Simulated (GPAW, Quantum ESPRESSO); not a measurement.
BN (P6_3/mmc), N K edge of atom 1, with 3 B at 1.44 Å (trigonal planar, site symmetry -6m2). Method: Quantum ESPRESSO XSpectra, LDA, full core hole (charged cell), 16-atom cell with 5.0 Å between holes, 5×5×4 k points, dipole transitions, Lorentzian half width 0.3 eV up to 4 eV, rising linearly to 2.5 eV at 25 eV (counted from xe0, 1.4 eV below the zero used here).

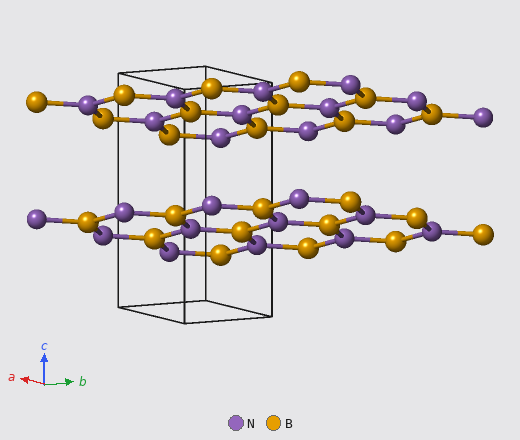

The structure (nitrogen purple, boron orange). 3×4×1 cells are drawn.

```xyz
4
Lattice="2.4982 0.0000 0.0000 -1.2491 2.1635 0.0000 0.0000 0.0000 6.6357" Properties=species:S:1:pos:R:3 pbc="T T T"
N     1.2491    0.7212    1.6589
N     0.0000    1.4424    4.9768
B     1.2491    0.7212    4.9768
B     0.0000    1.4424    1.6589
```

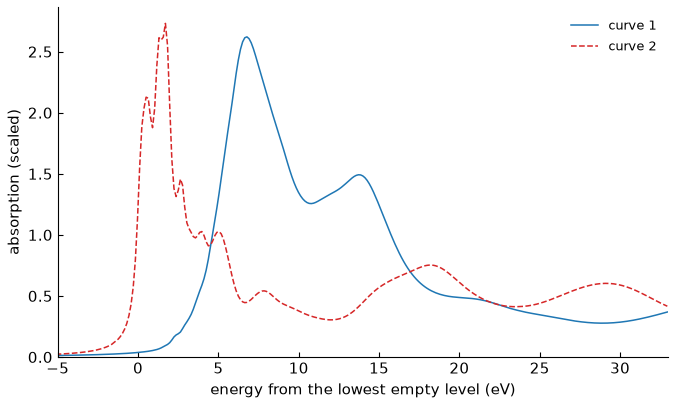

Energy from the lowest empty level; a common scale on which the isotropic spectrum has a mean of 1 over the first 20 eV.

The database entry behind the starting cell differs from later determinations by our own check (about 0.3 % short, minor phase), so it need not match the best structure at ambient conditions.

The curves are for the electric vector along different Cartesian axes of the cell as given, averaged over the symmetry-equivalent atoms. Which is which?

Curve 1: along x (⊥ c) (the other in-plane axis gives the same curve within 3 %), main maxima 6.8 eV (2.62) and 13.7 eV (1.49). Curve 2: along z (c), main maxima 0.5 eV (2.13), 1.7 eV (2.73) and 2.6 eV (1.46). A K edge sees empty p states; at this planar three-fold site the curve for the electric vector normal to the plane peaks at 1.7 eV, where it is mainly π* that absorbs: that direction carries over 70 % of the weight there. Each direction probes the empty orbitals that point along it. The holes are only 5.0 Å apart, so the shape is probably not converged with cell size; no larger cell was run here. The structure is a published determination, not relaxed.

[Banner, clock and machine lines of the logs are left out without a mark of their own.]

[Logs are printed without paths, hosts, clocks, repeated set-up lines and the standing remarks that a program may print on its own settings, such as how far it seeks lower states.]

[Hosts, paths, dates, database ids (printed as entryN), source tags and the programs' standing remarks are cut or masked in the printed files.]

[Lists of maxima count a maximum above −3 eV only where it reaches 4 % of the highest in the window and stands out from its surroundings by 2 % of it (1.5 % where it reaches 55 %); shoulders and weaker maxima are passed over, and of the rest the first, up to two pre-edge ones and the few strongest are named.]
